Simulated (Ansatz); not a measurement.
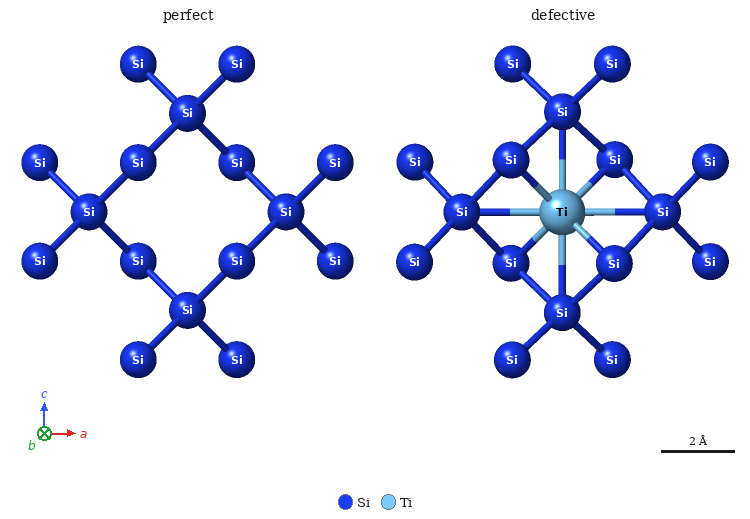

Left: perfect Si. Right: the same region with one point defect, after relaxing the atoms in a supercell of 64 sites. Style: ball-and-stick. Shown: the atoms within 4.6 Å of one point, in a slice 3.4 Å thick across the line of sight, along the b axis.

These are results of DFT, PBEsol, PAW, plane waves in Ansatz 0.2.0, not measurements. (plane-wave cutoff 420 eV; k-point mesh 1 × 1 × 1; mesh shifted by (0.25, 0.25, 0.25); collinear spin) Fermi-Dirac smearing of 0.01 eV. A uniform background neutralises the charged cell. The axes drawn are those of the host's conventional cell.

**What kind of defect was made?**

An extra titanium atom is put between the host's atoms (an interstitial).

The charge state of the cell is +4.

**How does the lattice respond?**

The Ti atom starts with 10 Si at 2.35 to 2.72 Å around its place and ends with 10 Si at 2.46 to 2.77 Å. Of the host's atoms, a silicon atom moves furthest from its site, by 0.15 Å. The cell ends without a net magnetic moment.

Limits of the set-up: the cell is charged, on a uniform background, and energies carry no finite-size correction.
